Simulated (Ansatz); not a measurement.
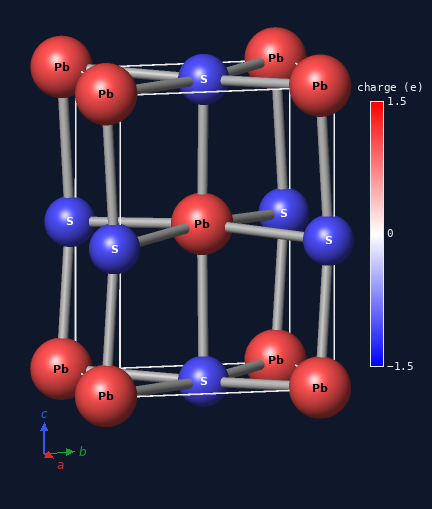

This ball-and-stick model is shown slightly off an axis. Thin lines show the simulation cell, with boundary atoms drawn in all their periodic places. The atoms of this PbS cell are coloured by their Bader charge.

Computational set-up: DFT, PAW plane waves, r2SCAN (Ansatz), E_cut = 500 eV, 4×4×3 k-mesh, Fermi-Dirac smearing of 0.1 eV, no spin polarisation.

> What do the colours say about charge transfer?

Most positive: Pb; most negative: S. Charges: about Pb +1.0 e; S -1.0 e.

The model is a known structure type with the cell strained and the atoms shaken on purpose; its atoms and cell weren't optimised. It went into a calculation with Ansatz.
